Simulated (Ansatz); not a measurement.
# Monolayer MoS2 with one S vacancy in a 2 × 2 cell: simulated STM

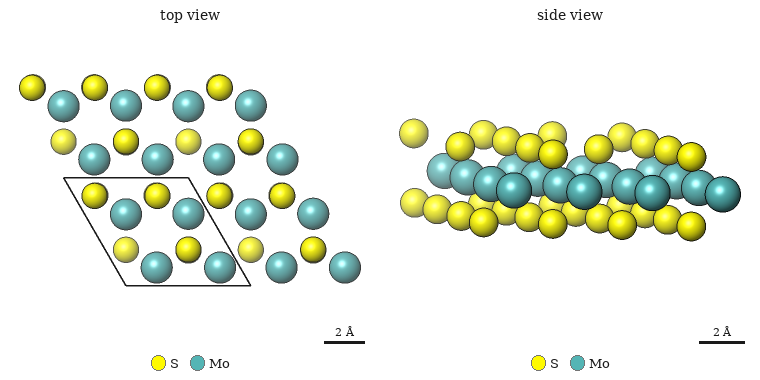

The relaxed structure from above and from the side.

The calculation used DFT PBE+D3(BJ), scalar-relativistic, plane waves, PAW in Ansatz 0.2.0. Cutoff 420 eV, 12 × 12 k-points, Gaussian smearing 0.05 eV, dipole correction. The defects repeat every 6.3 Å and interact. No spin polarisation (the relaxation was started with spin and lost its moment; a magnetic state may still lie lower).

Model: Tersoff–Hamann, s-wave tip, no tip–sample forces. Zero bias is put in the middle of the gap by convention. Bias windows are sharp sums over the levels of the k mesh.

```cif
data_structure
_symmetry_space_group_name_H-M 'P 1'
_symmetry_Int_Tables_number 1
_cell_length_a 6.3079
_cell_length_b 6.3079
_cell_length_c 23.1349
_cell_angle_alpha 90.000
_cell_angle_beta 90.000
_cell_angle_gamma 120.000
_cell_volume 797.20
loop_
_atom_site_label
_atom_site_type_symbol
_atom_site_fract_x
_atom_site_fract_y
_atom_site_fract_z
_atom_site_occupancy
S1 S 0.16667 0.33333 0.43276 1
S2 S 0.17312 0.83656 0.43257 1
S3 S 0.66344 0.32688 0.43257 1
S4 S 0.66344 0.83656 0.43257 1
Mo1 Mo 0.33076 0.16924 0.49990 1
Mo2 Mo 0.33076 0.66152 0.49990 1
Mo3 Mo 0.83848 0.16924 0.49990 1
Mo4 Mo 0.83333 0.66667 0.49972 1
S5 S 0.16437 0.83219 0.56745 1
S6 S 0.66781 0.33563 0.56745 1
S7 S 0.66781 0.83219 0.56745 1
```

### 1. The defect in the image

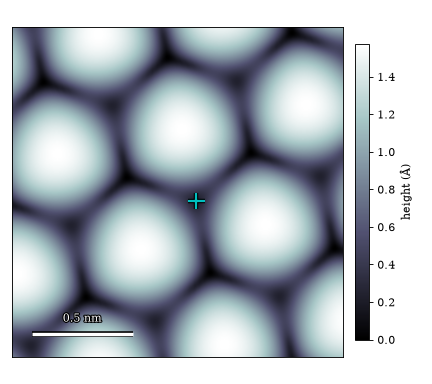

Constant-current image at a set point of 1.0 × 10⁻⁷ e/Å³, sample bias +0.45 V, of monolayer MoS2 with one defect or adsorbate in every 2 × 2 cell; the cross marks its site, and a white outline, where drawn, is that cell.

Question: The feature is an S vacancy. How does it appear?

Answer: Its site appears as a dip 1.3 Å below the bright spots that ring it, and 82 pm below the mean of the area farther than 2.9 Å from it. The brightest spots lie over the sites above the Mo atoms 1.6 Å below the top plane away from the vacancy; the darkest points are over points 1.8 Å to the side of the top S atoms.

### 2. One image

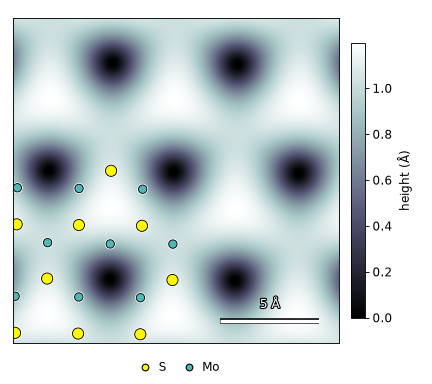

Constant-current image at a set point of 9.0 × 10⁻⁶ e/Å³ of this surface, sample bias +1.40 V. The atoms seen from above are drawn over one corner (deeper ones smaller).

Question: What lies under the maxima and minima of this image?

Answer: The brightest spots lie over points 1.8 Å to the side of the top S atoms; the darkest points are over the vacancy. The corrugation is 1.2 Å at a mean tip height of 3.9 Å.

### 3. Approach curves

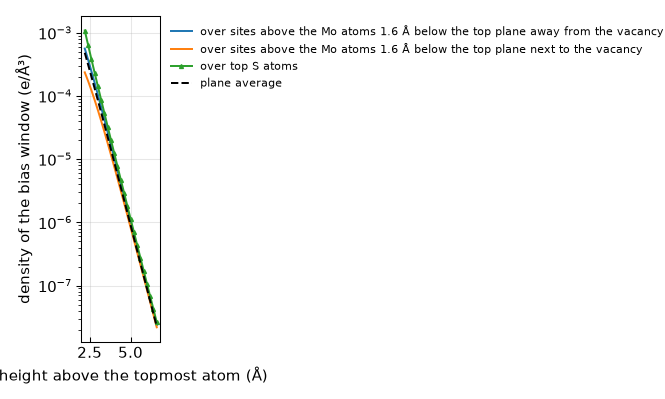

Approach curves over this surface at a sample bias of +1.40 V.

Question: How fast does the current decay, and what apparent barrier height does that imply?

Answer: Near 4 Å the plane average falls as exp(−2.28 z/Å), a factor of 9.8 per ångström, which gives an apparent barrier of 5.0 eV (0.952 eV Å² times the slope squared). The vacuum level lies 5.18 eV above zero bias. The upper edge of the window lies 3.78 eV under it. The apparent barrier is above 3.78 eV. At 4 Å the 0.60 eV of states nearest the upper edge carry 79 % of the density.

### 4. Bias series

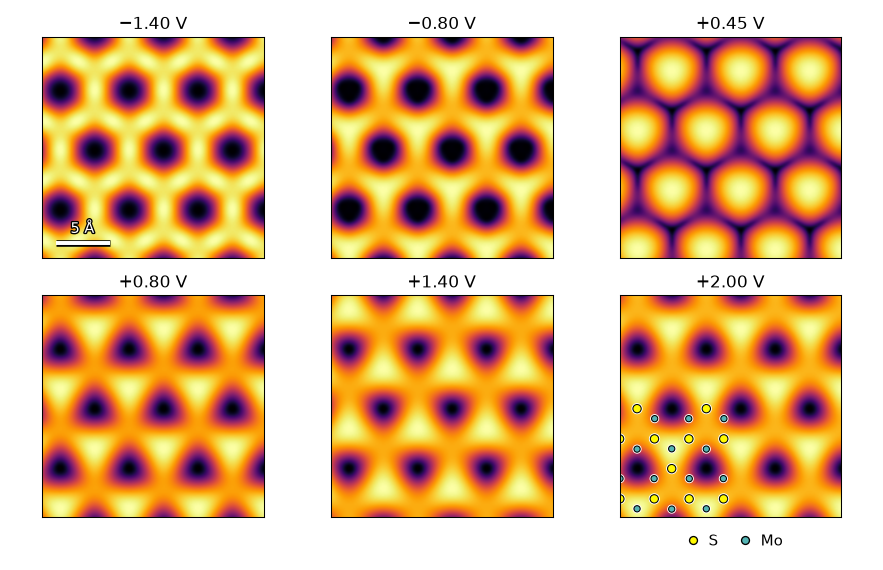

Constant-current images of this surface at 6 sample biases, each on its own colour scale; the last has the atoms seen from above drawn over one corner (deeper ones smaller).

Question: How do the images change with bias?

Answer:
```
   bias  set point (e/Å³)  corrugation                                                            brightest over
−1.40 V        5.3 × 10⁻⁷        49 pm                                                               top S atoms
−0.80 V        2.0 × 10⁻⁷        81 pm  sites above the Mo atoms 1.6 Å below the top plane away from the vacancy
+0.45 V        1.0 × 10⁻⁷        1.6 Å  sites above the Mo atoms 1.6 Å below the top plane away from the vacancy
+0.80 V        6.1 × 10⁻⁷        63 pm  sites above the Mo atoms 1.6 Å below the top plane away from the vacancy
+1.40 V        2.9 × 10⁻⁶        92 pm                               points 1.8 Å to the side of the top S atoms
+2.00 V        6.4 × 10⁻⁶        67 pm  sites above the Mo atoms 1.6 Å below the top plane away from the vacancy
```

On its k mesh the sheet has a gap of 0.38 eV, inside which this model gives no current; semilocal functionals usually make such gaps too small.
